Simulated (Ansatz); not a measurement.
System: Ag2O.

```
Ag O
1.0
     4.75637    0.00000    0.00000
     0.00000    4.75637    0.00000
     0.00000    0.00000    4.75637
Ag O
4 2
Cartesian
  3.5673 3.5673 3.5673
  3.5673 1.1891 1.1891
  1.1891 1.1891 3.5673
  1.1891 3.5673 1.1891
  0.0000 0.0000 0.0000
  2.3782 2.3782 2.3782
```

Space group Pn-3m; started from the Ag2O prototype.

The calculation used DFT r2SCAN, scalar-relativistic, plane waves, PAW (Ansatz).

What will maps of the valence pseudo-density and electron localisation function show?

Answer. Ag–O (2.06 Å): ρ is about 0.68 e/Å³ halfway; the ELF peaks at about 0.85 in the valence shell of O, 0.6 Å from its nucleus, and drops to about 0.15 between the two atoms: no shared electron pair shows on this line.
Bader's partition of the density gives Ag +0.51 and O −1.02 e.

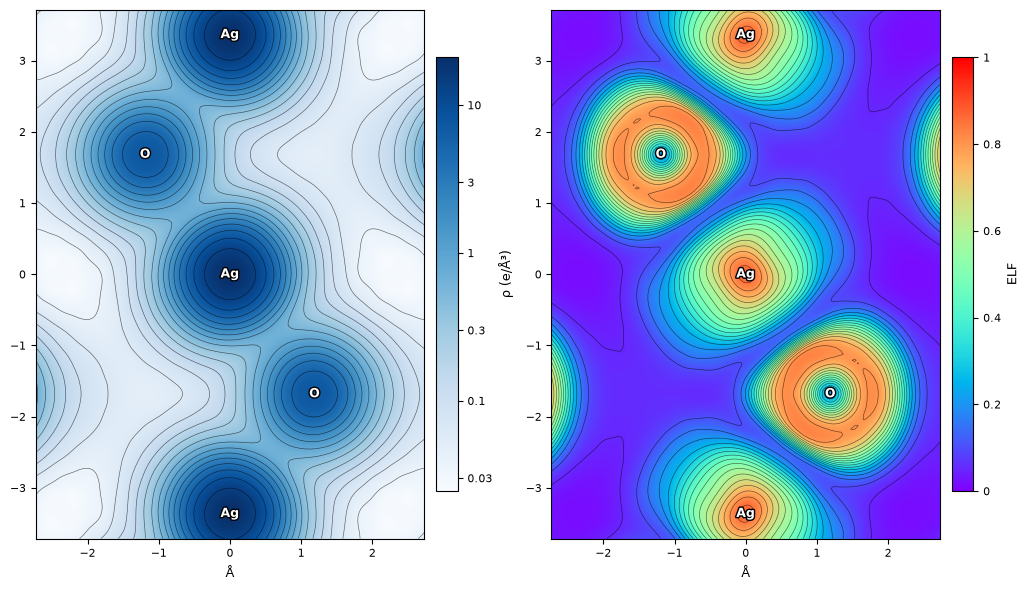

Computed valence pseudo-density and electron localisation function on the (110) plane of the conventional cell, in this order. 
